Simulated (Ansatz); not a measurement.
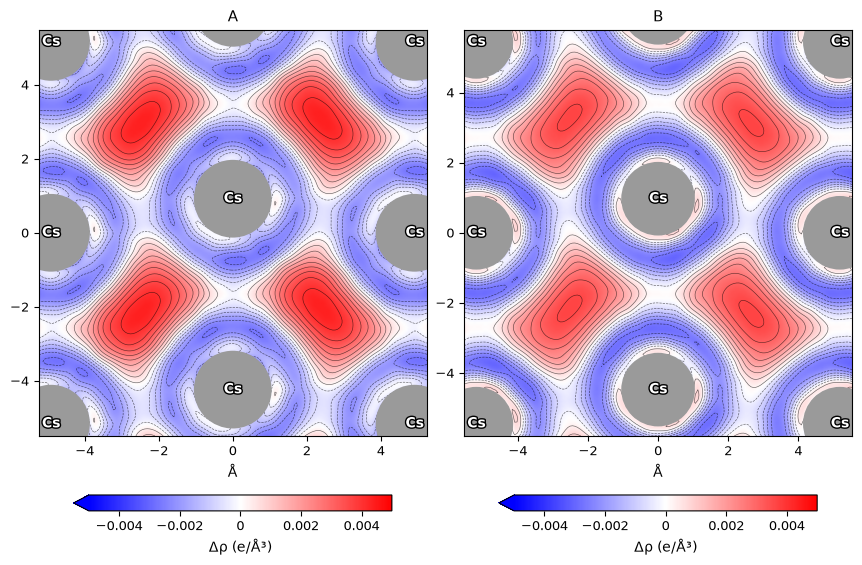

Cs: deformation density on the (010) plane of the conventional cell at two volumes, with the same fractional coordinates and one colour scale. Grey discs cover the cores.

Space group Pnma. This isn't the usual form at ambient conditions. The cell comes from a database of computed structures, not from a measurement.

All numbers below come from DFT r2SCAN, scalar-relativistic, plane waves, PAW in Ansatz.

Which panel is the larger cell, by how much, and what changes?

B is the larger cell: A has 85 % of the volume of B.
- The pressure is 0.1 GPa in B and 0.6 GPa in A.
- The rearranged charge is 0.10 e an atom in B and 0.09 e in A.
